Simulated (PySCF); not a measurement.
# Charges calculation of PbO

System: PbO (P4/nmm, 4 atoms in the cell).
Method: Kohn-Sham DFT of a periodic cell in Gaussian orbitals, r2SCANh, DZVP-MOLOPT-HYB/GTH-HYB (UZH), no spin polarisation (PySCF 2.14.0).

The structure derives from an entry of the Crystallography Open Database.

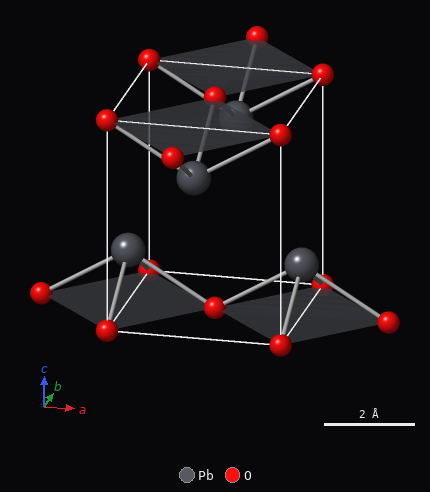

**Figure 1.** The input geometry (polyhedral view of the cell of the calculation, seen at an oblique angle; polyhedra are completed across the faces of the cell). An atom can appear more than once, as a periodic image.

### Summary

```json
{"quantity": "outcome", "value": "converged"}
{"quantity": "space group (tolerance 0.01 Å)", "value": "P4/nmm (129)"}
{"quantity": "electrons treated", "value": "20"}
{"quantity": "free energy", "value": "−1065.2850 eV"}
{"quantity": "total energy", "value": "−1065.2850 eV"}
{"quantity": "Fermi energy", "value": "4.343 eV"}
{"quantity": "gap on the k-point mesh", "value": "1.61 eV"}
{"quantity": "hardware", "value": "4 threads of Intel Xeon (Granite Rapids), 16 GiB of memory available, shared host"}
{"quantity": "wall time", "value": "32 s (CPU time 1.7 min)"}
{"quantity": "peak memory", "value": "1.5 GiB"}
```

Points of doubt noted for this run: coarse mesh. So coarse a mesh can miss the band edges, so the true gap of this method can be much smaller, or zero. Spin–orbit coupling is left out, which matters for Pb. The k-point mesh is coarse for a cell of this size, so the results may not be converged.

### Input
```python
import json
import numpy as np
from pyscf.pbc import gto, scf, dft, df

cell = gto.Cell()
cell.basis = {'O': 'DZVP-MOLOPT-HYB-GTH-q6', 'Pb': 'DZVP-MOLOPT-HYB-GTH-q4'}
cell.pseudo = {'O': 'GTH-HYB-q6', 'Pb': 'GTH-HYB-q4'}
cell.fromfile('PbO.xyz')
cell.ke_cutoff = 310  # hartree
cell.exp_to_discard = 0.02
cell.precision = 1e-08
cell.max_memory = 5040  # MB
cell.verbose = 4
cell.build()

res = {}
kpts = cell.make_kpts([2, 2, 1])
mf = dft.KRKS(cell, kpts, xc='HYB_MGGA_XC_R2SCANH', exxdiv='ewald')
mf = mf.density_fit()
mf.with_df._cderi = 'cderi.h5'  # three-centre integrals saved by an earlier run on this cell, basis and mesh
mf.conv_tol = 1e-07
mf.max_cycle = 60

mf.kernel()
res.update(converged=bool(mf.converged), e_tot=mf.e_tot, nelec=cell.nelectron, nao=cell.nao, mesh=list(map(int, cell.mesh)), a=cell.lattice_vectors().tolist(), coords=cell.atom_coords().tolist(),
           mo_energy=[np.real(x).tolist() for x in mf.mo_energy], mo_occ=[np.real(x).tolist() for x in mf.mo_occ])
res.update(kpts=cell.get_scaled_kpts(kpts).tolist())
res['parts'] = {k: float(np.real(v)) for k, v in mf.scf_summary.items() if np.isscalar(v)}
json.dump(res, open('results.json', 'w'))
if not mf.converged:
    raise SystemExit('SCF not converged')

print('levels (eV)')
for i, kp in enumerate(res['kpts'][:40]):
    print('k %7.4f %7.4f %7.4f  ' % tuple(kp), ' '.join('%.3f' % (x * 27.211386) for x in res['mo_energy'][i][:15]))

# Mulliken populations
dm, s = np.asarray(mf.make_rdm1()), np.asarray(mf.get_ovlp())
sites = cell.aoslice_by_atom()[:, 2:]
tot = np.einsum('kij,kji->i', dm, s).real / len(kpts)
res['mulliken'] = [cell.atom_charge(i) - tot[a0:a1].sum() for i, (a0, a1) in enumerate(sites)]
print('Mulliken charges', np.round(res['mulliken'], 5))
res['meta_lowdin'] = mf.mulliken_meta()[1].tolist()
res['done'] = True
json.dump(res, open('results.json', 'w'))
```

### File PbO.xyz
```
4
Lattice="3.9900000000 0.0000000000 0.0000000000 0.0000000000 3.9900000000 0.0000000000 0.0000000000 0.0000000000 5.0100000000" Properties=species:S:1:pos:R:3 pbc="T T T"
Pb     1.9950000000      0.0000000000      3.8076000000
Pb     0.0000000000      1.9950000000      1.2024000000
O      1.9950000000      1.9950000000      0.0000000000
O      0.0000000000      0.0000000000      0.0000000000
```

Launch command:
```bash
OMP_NUM_THREADS=4 python -u run.py > log
```

### Output
```
Discarded 0 diffused primitive functions, 0 contracted functions

******** <class 'pyscf.pbc.dft.krks.KRKS'> ********
method = KRKS
initial guess = minao
damping factor = 0
level_shift factor = 0
DIIS = <class 'pyscf.scf.diis.CDIIS'>
diis_start_cycle = 1
diis_space = 8
diis_damp = 0
SCF conv_tol = 1e-07
SCF conv_tol_grad = None
SCF max_cycles = 60
direct_scf = True
direct_scf_tol = 1e-13

******** PBC SCF flags ********
N kpts = 4
Exchange divergence treatment (exxdiv) = ewald
    madelung (= occupied orbital energy shift) = 0.20297146257472887
    Total energy shift due to Ewald probe charge = -1/2 * Nelec*madelung = -2.02971462575
DF object = <pyscf.pbc.df.df.GDF object>
XC functionals = HYB_MGGA_XC_R2SCANH
small_rho_cutoff = 0
radial grids:
    Treutler-Ahlrichs [JCP 102, 346 (1995); DOI:10.1063/1.469408] (M4) radial grids

becke partition: Becke, JCP 88, 2547 (1988); DOI:10.1063/1.454033
pruning grids: <function nwchem_prune>
grids dens level: 3
symmetrized grids: False
atomic radii adjust function: <function treutler_atomic_radii_adjust>
Set gradient conv threshold to 0.000316228

******** <class 'pyscf.pbc.df.rsdf_builder._RSNucBuilder'> ********
mesh = [13 13 15] (2535 PWs)
ke_cutoff = 10.790774955247944
omega = 0.41611600444508473
exclude_d_aux = False
exclude_dd_block = True
j2c_eig_always = False
has_long_range = True
tot grids = 78860
cell vol = 538.245141  sum(weights) = 538.306584
nelec by numeric integration = 20.000071911927165
init E= -39.266847749735
  HOMO = 0.0944015748364  LUMO = 0.196951783857  gap/eV = 2.79053
nelec by numeric integration = 20.00014498658634
cycle= 1 E= -38.7461870523877  delta_E= 0.521  |g|= 2.63  |ddm|= 6.91
  HOMO = 0.347686657581  LUMO = 0.365411908238  gap/eV = 0.48233
nelec by numeric integration = 19.999847573585868
cycle= 2 E= -34.8248093507106  delta_E= 3.92  |g|= 7.56  |ddm|=   13
  HOMO = 0.156317673918  LUMO = 0.226111656335  gap/eV = 1.89919
nelec by numeric integration = 20.00019801730415
cycle= 3 E= -39.1393249716443  delta_E= -4.31  |g|= 0.273  |ddm|= 11.8
  HOMO = 0.161429052685  LUMO = 0.213965048937  gap/eV = 1.42958
nelec by numeric integration = 20.000225090372037
cycle= 4 E= -39.1475376778372  delta_E= -0.00821  |g|= 0.0876  |ddm|= 1.54
  HOMO = 0.159733722284  LUMO = 0.218873278082  gap/eV = 1.60927
nelec by numeric integration = 20.0002159864554
cycle= 5 E= -39.1484991297311  delta_E= -0.000961  |g|= 0.0053  |ddm|= 0.358
  HOMO = 0.159629092092  LUMO = 0.218822097852  gap/eV = 1.61072
nelec by numeric integration = 20.00021579371748
cycle= 6 E= -39.1485005758575  delta_E= -1.45e-06  |g|= 0.000791  |ddm|= 0.00963
  HOMO = 0.159610781082  LUMO = 0.218830972047  gap/eV = 1.61146
nelec by numeric integration = 20.00021575382644
cycle= 7 E= -39.1485006071372  delta_E= -3.13e-08  |g|= 0.000496  |ddm|= 0.00172
  HOMO = 0.159610587489  LUMO = 0.218834281401  gap/eV = 1.61156
nelec by numeric integration = 20.000215753489154
cycle= 8 E= -39.1485006202952  delta_E= -1.32e-08  |g|= 3.46e-05  |ddm|= 0.000526
  HOMO = 0.159613199385  LUMO = 0.218833757083  gap/eV = 1.61147
```

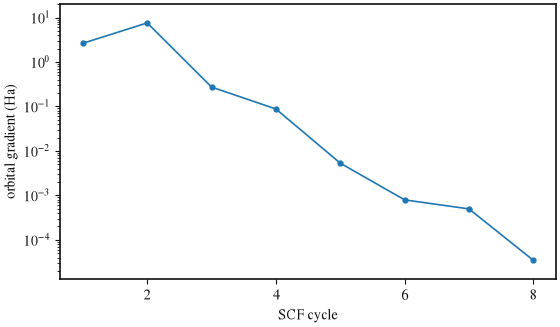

**Figure 2.** Convergence of the self-consistent field: orbital gradient against the SCF cycle. The residual comes down, with one marked jump up, by a factor of about 3, at step 2.

```
nelec by numeric integration = 20.000215758166377
Extra cycle  E= -39.148500619937  delta_E= 3.58e-10  |g|= 8.71e-05  |ddm|= 0.000145
converged SCF energy = -39.148500619937
levels (eV)
k  0.0000  0.0000  0.0000   -15.983 -14.028 -3.477 -3.075 -0.450 -0.450 2.222 2.441 2.441 4.343 7.725 10.769 10.769 11.115 12.276
k  0.0000  0.5000  0.0000   -14.970 -14.969 -3.475 -3.475 0.680 0.680 0.921 0.921 2.355 2.355 8.669 8.670 12.089 12.089 12.305
k  0.5000  0.0000  0.0000   -14.970 -14.969 -3.475 -3.475 0.680 0.680 0.921 0.921 2.355 2.355 8.669 8.670 12.089 12.089 12.305
k  0.5000  0.5000  0.0000   -14.783 -14.783 -4.546 -4.546 0.494 0.494 2.410 2.410 3.139 3.139 5.955 5.955 10.722 10.722 13.572
Mulliken charges [ 1.16597  1.16597 -1.16597 -1.16598]
 ** Mulliken pop on meta-lowdin orthogonal AOs **
 ** Mulliken pop  **
pop of  0 Pb 6s           1.68402
pop of  0 Pb 7s           0.06455
pop of  0 Pb 6px          0.41651
pop of  0 Pb 6py          0.41651
pop of  0 Pb 6pz          0.56192
pop of  0 Pb 7px          0.00161
pop of  0 Pb 7py          0.00161
pop of  0 Pb 7pz          0.00048
pop of  0 Pb 6dxy         0.00510
pop of  0 Pb 6dyz         0.00056
pop of  0 Pb 6dz^2        0.01929
pop of  0 Pb 6dxz         0.00056
pop of  0 Pb 6dx2-y2      0.00266
pop of  1 Pb 6s           1.68402
pop of  1 Pb 7s           0.06455
pop of  1 Pb 6px          0.41651
pop of  1 Pb 6py          0.41651
pop of  1 Pb 6pz          0.56192
pop of  1 Pb 7px          0.00161
pop of  1 Pb 7py          0.00161
pop of  1 Pb 7pz          0.00048
pop of  1 Pb 6dxy         0.00510
pop of  1 Pb 6dyz         0.00056
pop of  1 Pb 6dz^2        0.01929
pop of  1 Pb 6dxz         0.00056
pop of  1 Pb 6dx2-y2      0.00266
pop of  2 O 2s            1.80370
pop of  2 O 3s            0.00160
pop of  2 O 2px           1.68323
pop of  2 O 2py           1.68323
pop of  2 O 2pz           1.62966
pop of  2 O 3px           0.00545
pop of  2 O 3py           0.00545
pop of  2 O 3pz           0.01073
pop of  2 O 3dxy          0.00012
pop of  2 O 3dyz          0.00037
pop of  2 O 3dz^2         0.00012
pop of  2 O 3dxz          0.00037
pop of  2 O 3dx2-y2       0.00059
pop of  3 O 2s            1.80370
pop of  3 O 3s            0.00160
pop of  3 O 2px           1.68324
pop of  3 O 2py           1.68324
pop of  3 O 2pz           1.62966
pop of  3 O 3px           0.00545
pop of  3 O 3py           0.00545
pop of  3 O 3pz           0.01073
pop of  3 O 3dxy          0.00012
pop of  3 O 3dyz          0.00037
pop of  3 O 3dz^2         0.00012
pop of  3 O 3dxz          0.00037
pop of  3 O 3dx2-y2       0.00059
 ** Mulliken atomic charges  **
charge of    0Pb =      0.82463
charge of    1Pb =      0.82463
charge of    2O =     -0.82462
charge of    3O =     -0.82464
```
